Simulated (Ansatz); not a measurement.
System: SrTiO₃.

```
Sr Ti O
1.0
     5.48734    0.00000    0.00000
     0.00000    5.48734    0.00000
     0.00000    0.00000    7.80815
Sr Ti O
4 4 12
Direct
  0.00000 0.50000 0.25000
  0.50000 0.00000 0.75000
  0.50000 0.00000 0.25000
  0.00000 0.50000 0.75000
  0.00000 0.00000 0.00000
  0.50000 0.50000 0.50000
  0.00000 0.00000 0.50000
  0.50000 0.50000 0.00000
  0.00000 0.00000 0.25000
  0.50000 0.50000 0.75000
  0.00000 0.00000 0.75000
  0.50000 0.50000 0.25000
  0.27451 0.77451 0.00000
  0.77451 0.27451 0.50000
  0.72549 0.22549 0.00000
  0.22549 0.72549 0.50000
  0.22549 0.27451 0.00000
  0.72549 0.77451 0.50000
  0.27451 0.22549 0.50000
  0.77451 0.72549 0.00000
```

Space group I4/mcm; a generated structure, not necessarily the stable one; computed without spin polarisation.

The calculation used DFT PBEsol, scalar-relativistic, plane waves, PAW in Ansatz.

**Predict the valence pseudo-density and electron localisation function between the atoms.**

Ti–O (1.95 Å): ρ is about 0.71 e/Å³ halfway; the ELF peaks at about 0.80 in the valence shell of O, 0.6 Å from its nucleus, and is about 0.20 at the midpoint (no shared electron pair shows on this line).
Sr–O (2.74 Å): ρ at the midpoint is about 0.15 e/Å³; the ELF is about 0.05 at the midpoint; a largely ionic contact.

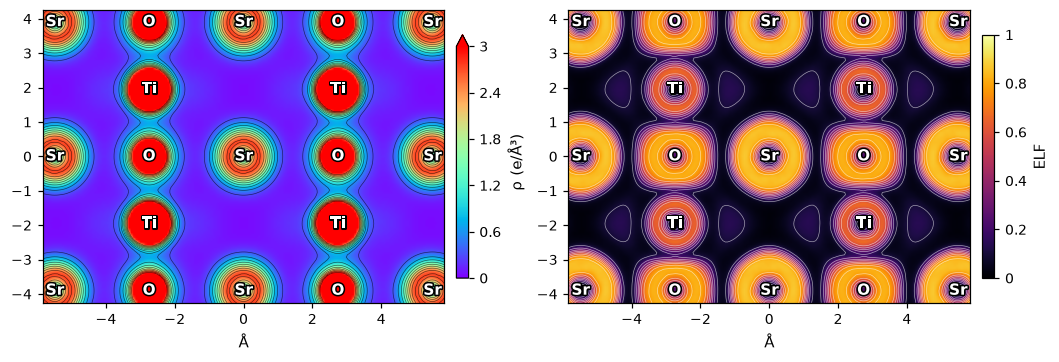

Computed valence pseudo-density and electron localisation function on the (010) plane of the conventional cell, in this order. 

In a PAW calculation such maps are meaningful between the atoms, not at the nuclei.
